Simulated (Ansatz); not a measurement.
System: TiB₂.

```yaml
crystal:
  lattice:
    - [3.02920, 0.00000, 0.00000]
    - [-1.51460, 2.62336, 0.00000]
    - [0.00000, 0.00000, 3.22840]
  atoms:
    - { symbol: Ti, position: [0.00000, 0.00000, 0.00000] }
    - { symbol: B, position: [0.66667, 0.33333, 0.50000] }
    - { symbol: B, position: [0.33333, 0.66667, 0.50000] }
```

Space group P6/mmm; computed pressure about −5 GPa in this cell.

Computed with Kohn-Sham DFT of a periodic cell, PBEsol, Ansatz PAW in Ansatz.

Question: What can the converged valence pseudo-density and electron localisation function tell about the bonding?

Answer: B–B (1.75 Å): ρ is about 0.81 e/Å³ halfway; the ELF peaks at about 0.85 between the atoms.
Ti–B (2.38 Å): the density is about 0.33 e/Å³ at the midpoint; the ELF peaks at about 0.60 in the valence shell of B, 0.8 Å from its nucleus, and is about 0.20 at the midpoint.

Question: Does the calculation give a band gap?

Answer: It is gapless in this calculation (a metal or semimetal).

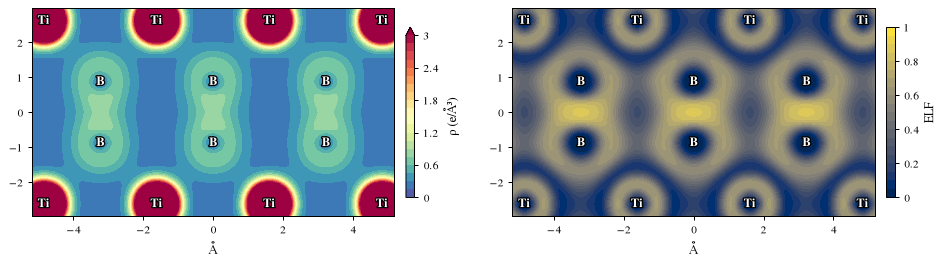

Computed valence pseudo-density and electron localisation function on the (110) plane of the conventional cell, in this order. 
